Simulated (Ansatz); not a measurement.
System: C.

Input file:

```
crystal:
  lattice:
    - [-2.1268362731, 1.2279462884, 0.0110113261]
    - [-2.1268362731, -1.2279462884, 0.0110113261]
    - [-2.0638247783, -0.4093154295, 10.6161967844]
  atoms:
    - { symbol: C, position: [-0.1111167211, -0.3889014966, 0.8333543263] }
    - { symbol: C, position: [0.4444388344, 0.3888762812, 0.1666876596] }
    - { symbol: C, position: [0.6666610566, 0.4999873923, 0.500020993] }
    - { symbol: C, position: [0.11110561, 0.055545941, 0.166679007] }
    - { symbol: C, position: [0.3333278322, 0.1666570521, 0.5000123404] }
    - { symbol: C, position: [0.5555500545, 0.2777681632, 0.8333456737] }
basis:
  ecutwfc: 500
kpoints:
  mp_grid: { grid: [12, 12, 3] }
hamiltonian:
  xc: r2scan
scf:
  occupations: { method: gaussian, width: 0.05 }
output:
  forces: true
  stress: true
  eigenvalues: true
  write_density: true
  write_potential: true
  elf: true
  volumetric_format: npy
```

Run with:

```sh
ansatz run input.yaml --threads 2 --pin off --max-ram 5120MiB --backend cpu --events-out ev --progress --plain --runs-dir out
```

Below, planes, directions and counts refer to the conventional cell (a = 2.46 Å, b = 2.46 Å, c = 10.64 Å, α = 87.76°, β = 85.59°, γ = 60.00°).

Space group P-1; a structure from a database of computed crystals, not necessarily the ambient phase.

Level of theory: DFT r2SCAN, scalar-relativistic, plane waves, PAW (Ansatz 0.2.0).

**Predict the valence pseudo-density and electron localisation function between the atoms.**

C–C (1.42 Å): ρ at the midpoint is about 2.1 e/Å³; the ELF peaks at about 0.95 between the atoms (localised, covalent bonding).

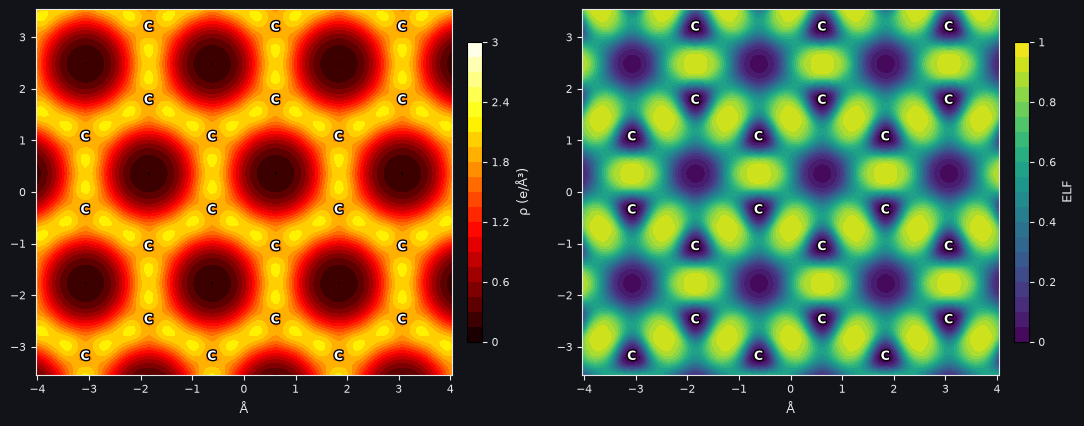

Computed valence pseudo-density and electron localisation function on the (001) plane of the conventional cell, in this order. 

Core electrons are frozen (PAW), and the valence fields are smoothed inside the atomic spheres.
